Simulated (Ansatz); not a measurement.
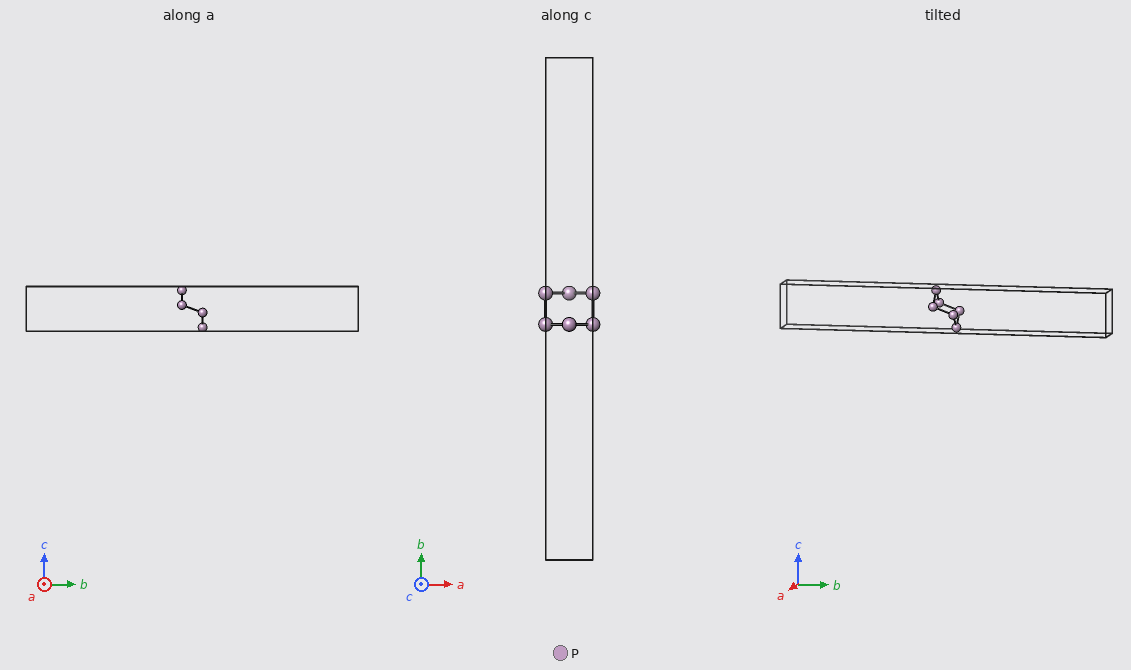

View along the a axis, along the c axis and slightly off an axis, drawn as a ball-and-stick model. The simulation cell is drawn as a box. Cell: a = 3.186 Å, b = 33.829 Å, c = 4.550 Å, α = 90.00°, β = 90.00°, γ = 90.00°.

The element is phosphorus. The cell holds four atoms. P is coordinated by three P in a trigonal pyramidal arrangement at about 2.2 Å. The bonds build P layers parallel to (010).

Starting structure: a structure listed in the Materials Project. The cell was then strained or its atoms displaced on purpose. Ansatz was used for an electronic-structure calculation on it.
